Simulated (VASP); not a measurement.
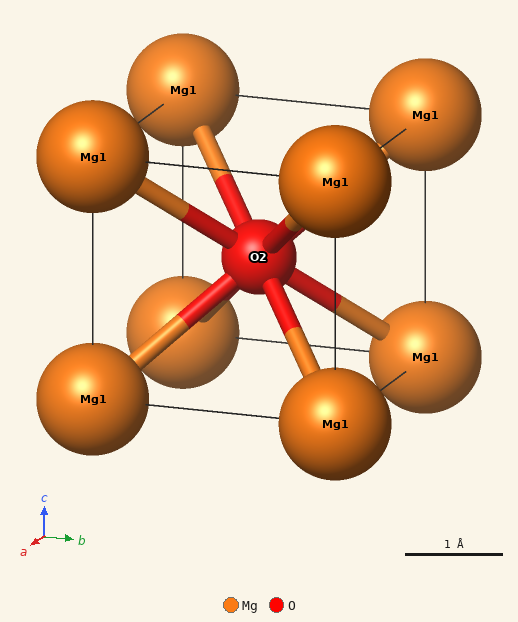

Fig. 1: The structure as given in the input (ball-and-stick view of the cell of the calculation, seen slightly off an axis; atoms are numbered from 1 in the order of the input). Near neighbours in the crystal (not all of them lie inside the picture): Mg has 8 O at 2.31 Å; O has 8 Mg at 2.31 Å.

MgO: band-structure calculation

MgO (P4/mmm, 2 atoms in the cell), computed with DFT, PBE, plane waves, PAW (VASP 6.6.1).

The structure was built on a prototype by a generator. The geometry comes from this level: r2SCAN (a point of a series of strains). It belongs to a series of runs on one base structure; here: biaxial_xy strain +2.5%.

### INCAR
```
ENCUT = 520.000000
SIGMA = 0.020000
EDIFF = 1.00e-07
GGA = PE
PREC = Accurate
IBRION = -1
ISIF = 2
ISMEAR = -1
NBANDS = 11
NELM = 120
NSW = 0
LASPH = .TRUE.
LCHARG = .TRUE.
LELF = .TRUE.
LWAVE = .FALSE.
LREAL = .FALSE.
```

### KPOINTS
```
KPOINTS created by Atomic Simulation Environment
0
Gamma
10 10 10
0 0 0
```

### KPOINTS_OPT
```
special points
4
Reciprocal
0.0000000000 0.0000000000 0.0000000000 1
0.0000000000 0.5000000000 0.0000000000 1
0.5000000000 0.5000000000 0.0000000000 1
0.5000000000 0.5000000000 0.5000000000 1
```

### POSCAR
```
Mg O
 1.0000000000000000
     2.6891951916000001    0.0000000000000000    0.0000000000000000
     0.0000000000000000    2.6891951916000001    0.0000000000000000
     0.0000000000000000    0.0000000000000000    2.6233491285000001
 Mg  O
   1   1
Cartesian
  0.0000000000000000  0.0000000000000000  0.0000000000000000
  1.3445975958000000  1.3445975958000000  1.3116745642500001
```

Run on 1 CPU thread, shared host.

Run as:
```bash
mpirun -np 1 vasp_std
```

### OSZICAR
```
N       E                     dE             d eps       ncg     rms          rms(c)
DAV:   1     0.136055770683E+02    0.13606E+02   -0.46170E+03  3196   0.646E+02
DAV:   2    -0.115010856914E+02   -0.25107E+02   -0.24390E+02  3258   0.130E+02
DAV:   3    -0.120394025072E+02   -0.53832E+00   -0.53791E+00  3194   0.164E+01
DAV:   4    -0.120405018523E+02   -0.10993E-02   -0.10993E-02  3041   0.873E-01
DAV:   5    -0.120405049481E+02   -0.30957E-05   -0.30957E-05  3242   0.450E-02    0.704E+00
DAV:   6    -0.104564846013E+02    0.15840E+01   -0.89842E+00  2823   0.160E+01    0.229E+00
DAV:   7    -0.104131096141E+02    0.43375E-01   -0.79804E-02  2991   0.234E+00    0.132E+00
DAV:   8    -0.103852899828E+02    0.27820E-01   -0.44495E-02  2988   0.208E+00    0.258E-01
DAV:   9    -0.103849668975E+02    0.32309E-03   -0.33920E-04  3119   0.140E-01    0.171E-01
DAV:  10    -0.103848315888E+02    0.13531E-03   -0.39049E-04  2916   0.170E-01    0.114E-02
DAV:  11    -0.103848289387E+02    0.26501E-05   -0.84462E-06  3017   0.172E-02    0.369E-03
DAV:  12    -0.103848288679E+02    0.70794E-07   -0.34096E-07  3060   0.499E-03
   1 F= -.10384829E+02 E0= -.10384829E+02  d E =-.314298E-13
       N       E                     dE             ncg
DAV:   1     0.180049721701E+04   -0.11732E+04      112
DAV:   2     0.169854532211E+04   -0.10195E+03      100
DAV:   3     0.169593398671E+04   -0.26113E+01      103
DAV:   4     0.169592662082E+04   -0.73659E-02       97
DAV:   5     0.169592659434E+04   -0.26481E-04      106
DAV:   6     0.169592659420E+04   -0.13323E-06       91
DAV:   7     0.169592659420E+04   -0.33492E-09       82
```

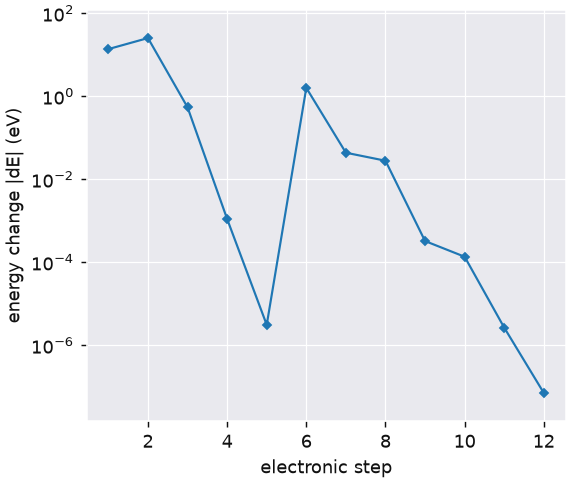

Fig. 2: Convergence of the self-consistent field: energy change |dE| against the electronic step. It takes 12 electronic steps. The density is held fixed in the first few steps, and dE rises again when its update begins.

### Parts of OUTCAR
```
k-points           NKPTS =    126   k-points in BZ     NKDIM =    126   number of bands    NBANDS=     11

   NELECT =       8.0000    total number of electrons

   dimension x,y,z NGX =    20 NGY =   20 NGZ =   20
   dimension x,y,z NGXF=    40 NGYF=   40 NGZF=   40

  energy-cutoff  :      520.00
  volume of cell :       18.97
      direct lattice vectors                 reciprocal lattice vectors
     2.689195192  0.000000000  0.000000000     0.371858466  0.000000000  0.000000000
     0.000000000  2.689195192  0.000000000     0.000000000  0.371858466  0.000000000
     0.000000000  0.000000000  2.623349129     0.000000000  0.000000000  0.381192114

 k-points in reciprocal lattice and weights: KPOINTS created by Atomic Simulation Env
   0.00000000  0.00000000  0.00000000       0.001
   0.10000000  0.00000000  0.00000000       0.004
   0.20000000  0.00000000  0.00000000       0.004
   0.30000000  0.00000000  0.00000000       0.004
   0.40000000  0.00000000  0.00000000       0.004
   0.50000000  0.00000000  0.00000000       0.002
   0.10000000  0.10000000  0.00000000       0.004
   0.20000000  0.10000000  0.00000000       0.008
   0.30000000  0.10000000  0.00000000       0.008
   0.40000000  0.10000000  0.00000000       0.008
   0.50000000  0.10000000  0.00000000       0.004
   0.20000000  0.20000000  0.00000000       0.004
   0.30000000  0.20000000  0.00000000       0.008
   0.40000000  0.20000000  0.00000000       0.008
   0.50000000  0.20000000  0.00000000       0.004
   0.30000000  0.30000000  0.00000000       0.004
   0.40000000  0.30000000  0.00000000       0.008
   0.50000000  0.30000000  0.00000000       0.004
   0.40000000  0.40000000  0.00000000       0.004
   0.50000000  0.40000000  0.00000000       0.004
   0.50000000  0.50000000  0.00000000       0.001
   0.00000000  0.00000000  0.10000000       0.002
   0.10000000  0.00000000  0.10000000       0.008
   0.20000000  0.00000000  0.10000000       0.008
   0.30000000  0.00000000  0.10000000       0.008
   0.40000000  0.00000000  0.10000000       0.008
   0.50000000  0.00000000  0.10000000       0.004
   0.10000000  0.10000000  0.10000000       0.008
   0.20000000  0.10000000  0.10000000       0.016
   0.30000000  0.10000000  0.10000000       0.016
   0.40000000  0.10000000  0.10000000       0.016
   0.50000000  0.10000000  0.10000000       0.008
   0.20000000  0.20000000  0.10000000       0.008
   0.30000000  0.20000000  0.10000000       0.016
   0.40000000  0.20000000  0.10000000       0.016
   0.50000000  0.20000000  0.10000000       0.008
   0.30000000  0.30000000  0.10000000       0.008
   0.40000000  0.30000000  0.10000000       0.016
   0.50000000  0.30000000  0.10000000       0.008
   0.40000000  0.40000000  0.10000000       0.008
   0.50000000  0.40000000  0.10000000       0.008
   0.50000000  0.50000000  0.10000000       0.002
   0.00000000  0.00000000  0.20000000       0.002
   0.10000000  0.00000000  0.20000000       0.008
   0.20000000  0.00000000  0.20000000       0.008
   0.30000000  0.00000000  0.20000000       0.008
   0.40000000  0.00000000  0.20000000       0.008
   0.50000000  0.00000000  0.20000000       0.004
   0.10000000  0.10000000  0.20000000       0.008
   0.20000000  0.10000000  0.20000000       0.016
   0.30000000  0.10000000  0.20000000       0.016
   0.40000000  0.10000000  0.20000000       0.016
   0.50000000  0.10000000  0.20000000       0.008
   0.20000000  0.20000000  0.20000000       0.008
   0.30000000  0.20000000  0.20000000       0.016
   0.40000000  0.20000000  0.20000000       0.016
   0.50000000  0.20000000  0.20000000       0.008
   0.30000000  0.30000000  0.20000000       0.008
   0.40000000  0.30000000  0.20000000       0.016
   0.50000000  0.30000000  0.20000000       0.008
   0.40000000  0.40000000  0.20000000       0.008
   0.50000000  0.40000000  0.20000000       0.008
   0.50000000  0.50000000  0.20000000       0.002
   0.00000000  0.00000000  0.30000000       0.002
   0.10000000  0.00000000  0.30000000       0.008
   0.20000000  0.00000000  0.30000000       0.008
   0.30000000  0.00000000  0.30000000       0.008
   0.40000000  0.00000000  0.30000000       0.008
   0.50000000  0.00000000  0.30000000       0.004
   0.10000000  0.10000000  0.30000000       0.008
   0.20000000  0.10000000  0.30000000       0.016
   0.30000000  0.10000000  0.30000000       0.016
   0.40000000  0.10000000  0.30000000       0.016
   0.50000000  0.10000000  0.30000000       0.008
   0.20000000  0.20000000  0.30000000       0.008
   0.30000000  0.20000000  0.30000000       0.016
   0.40000000  0.20000000  0.30000000       0.016
   0.50000000  0.20000000  0.30000000       0.008
   0.30000000  0.30000000  0.30000000       0.008
   0.40000000  0.30000000  0.30000000       0.016
   0.50000000  0.30000000  0.30000000       0.008
   0.40000000  0.40000000  0.30000000       0.008
   0.50000000  0.40000000  0.30000000       0.008
   0.50000000  0.50000000  0.30000000       0.002
   0.00000000  0.00000000  0.40000000       0.002
   0.10000000  0.00000000  0.40000000       0.008
   0.20000000  0.00000000  0.40000000       0.008
   0.30000000  0.00000000  0.40000000       0.008
   0.40000000  0.00000000  0.40000000       0.008
   0.50000000  0.00000000  0.40000000       0.004
   0.10000000  0.10000000  0.40000000       0.008
   0.20000000  0.10000000  0.40000000       0.016
   0.30000000  0.10000000  0.40000000       0.016
   0.40000000  0.10000000  0.40000000       0.016
   0.50000000  0.10000000  0.40000000       0.008
   0.20000000  0.20000000  0.40000000       0.008
   0.30000000  0.20000000  0.40000000       0.016
   0.40000000  0.20000000  0.40000000       0.016
   0.50000000  0.20000000  0.40000000       0.008
   0.30000000  0.30000000  0.40000000       0.008
   0.40000000  0.30000000  0.40000000       0.016
   0.50000000  0.30000000  0.40000000       0.008
   0.40000000  0.40000000  0.40000000       0.008
   0.50000000  0.40000000  0.40000000       0.008
   0.50000000  0.50000000  0.40000000       0.002
   0.00000000  0.00000000  0.50000000       0.001
   0.10000000  0.00000000  0.50000000       0.004
   0.20000000  0.00000000  0.50000000       0.004
   0.30000000  0.00000000  0.50000000       0.004
   0.40000000  0.00000000  0.50000000       0.004
   0.50000000  0.00000000  0.50000000       0.002
   0.10000000  0.10000000  0.50000000       0.004
   0.20000000  0.10000000  0.50000000       0.008
   0.30000000  0.10000000  0.50000000       0.008
   0.40000000  0.10000000  0.50000000       0.008
   0.50000000  0.10000000  0.50000000       0.004
   0.20000000  0.20000000  0.50000000       0.004
   0.30000000  0.20000000  0.50000000       0.008
   0.40000000  0.20000000  0.50000000       0.008
   0.50000000  0.20000000  0.50000000       0.004
   0.30000000  0.30000000  0.50000000       0.004
   0.40000000  0.30000000  0.50000000       0.008
   0.50000000  0.30000000  0.50000000       0.004
   0.40000000  0.40000000  0.50000000       0.004
   0.50000000  0.40000000  0.50000000       0.004
   0.50000000  0.50000000  0.50000000       0.001

 E-fermi :   5.3254

 k-point     1 :       0.0000    0.0000    0.0000
  band No.  band energies     occupation
      1     -13.5868      2.00000
      2       3.5865      2.00000
      3       3.5865      2.00000
      4       3.9551      2.00000
      5       6.8284      0.00000
      6      14.8190      0.00000
      7      15.2916      0.00000
      8      24.1063      0.00000
      9      24.1063      0.00000
     10      24.8452      0.00000
     11      31.1109      0.00000

 k-point     2 :       0.1000    0.0000    0.0000
  band No.  band energies     occupation
      1     -13.4969      2.00000
      2       2.7518      2.00000
      3       3.6251      2.00000
      4       3.9910      2.00000
      5       7.4748      0.00000
      6      15.0097      0.00000
      7      15.4599      0.00000
      8      23.9181      0.00000
      9      24.3034      0.00000
     10      24.6973      0.00000
     11      30.3284      0.00000

 k-point     3 :       0.2000    0.0000    0.0000
  band No.  band energies     occupation
      1     -13.2499      2.00000
      2       1.2148      2.00000
      3       3.7281      2.00000
      4       4.0868      2.00000
      5       8.5992      0.00000
      6      15.2298      0.00000
      7      15.9799      0.00000
      8      23.3799      0.00000
      9      24.2617      0.00000
     10      25.1703      0.00000
     11      28.7383      0.00000

 k-point     4 :       0.3000    0.0000    0.0000
  band No.  band energies     occupation
      1     -12.9150      2.00000
      2      -0.2409      2.00000
      3       3.8598      2.00000
      4       4.2089      2.00000
      5       9.7471      0.00000
      6      14.9011      0.00000
      7      16.9245      0.00000
      8      22.6592      0.00000
      9      23.6472      0.00000
     10      25.7116      0.00000
     11      27.0948      0.00000

 k-point     5 :       0.4000    0.0000    0.0000
  band No.  band energies     occupation
      1     -12.6140      2.00000
      2      -1.2705      2.00000
      3       3.9702      2.00000
      4       4.3110      2.00000
      5      10.8336      0.00000
      6      14.1311      0.00000
      7      18.1566      0.00000
      8      22.0599      0.00000
      9      23.1123      0.00000
     10      23.2727      0.00000
     11      27.9256      0.00000

 [... the levels of 120 k-points are left out ...]

 k-point   126 :       0.5000    0.5000    0.5000
  band No.  band energies     occupation
      1     -10.8662      2.00000
      2       1.2001      2.00000
      3       1.2463      2.00000
      4       1.2463      2.00000
      5      11.8523      0.00000
      6      12.0648      0.00000
      7      12.0648      0.00000
      8      20.2782      0.00000
      9      22.7660      0.00000
     10      22.7660      0.00000
     11      23.4701      0.00000

  Total       -0.8096852     -0.8096852      1.0040654      0.0000000      0.0000000      0.0000000
  in kB      -68.3795160    -68.3795160     84.7953122      0.0000000      0.0000000      0.0000000
  external PRESSURE =     -17.3212399 kB  Pullay stress =       0.0000000 kB

 POSITION                                       TOTAL-FORCE (eV/Angst)
 -----------------------------------------------------------------------------------
      0.00000      0.00000      0.00000         0.000000      0.000000      0.000000
      1.34460      1.34460      1.31167         0.000000      0.000000      0.000000
 -----------------------------------------------------------------------------------
    total drift:                                0.000000      0.000000      0.000000

  FREE ENERGIE OF THE ION-ELECTRON SYSTEM (eV)
  ---------------------------------------------------
  free  energy   TOTEN  =       -10.3848288679 eV

  energy  without entropy=      -10.3848288679  energy(sigma->0) =      -10.38482887
```

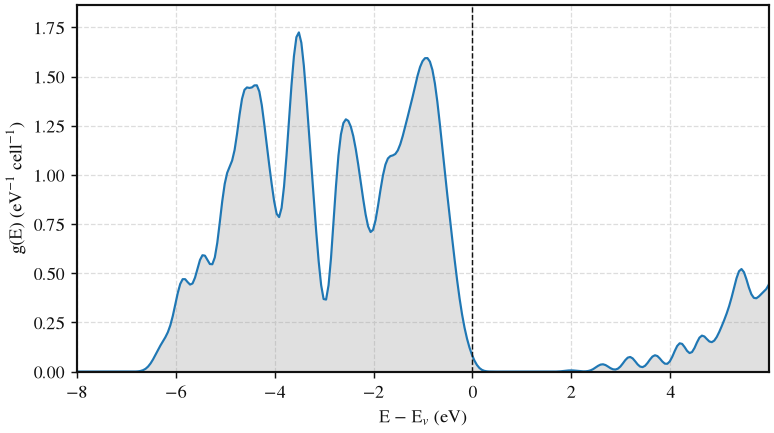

Fig. 3: Density of states (the curve is built from the levels of the k mesh with Gaussians 0.3 eV wide, which also blur the band edges), with energies from the valence-band top. There is a gap of 1.99 eV on the k-point mesh. Small ripples come from the finite k-point mesh.

### Key numbers

```json
{"quantity": "outcome", "value": "converged"}
{"quantity": "space group (tolerance 0.01 Å)", "value": "P4/mmm (123)"}
{"quantity": "electrons treated", "value": "8"}
{"quantity": "free energy", "value": "−10.3848 eV"}
{"quantity": "Fermi energy", "value": "5.325 eV"}
{"quantity": "band gap", "value": "1.99 eV"}
{"quantity": "pressure", "value": "−1.73 GPa"}
{"quantity": "largest force (length of the vector)", "value": "under 0.001 eV/Å"}
{"quantity": "wall time", "value": "7.3 s"}
{"quantity": "peak memory", "value": "0.14 GiB"}
```
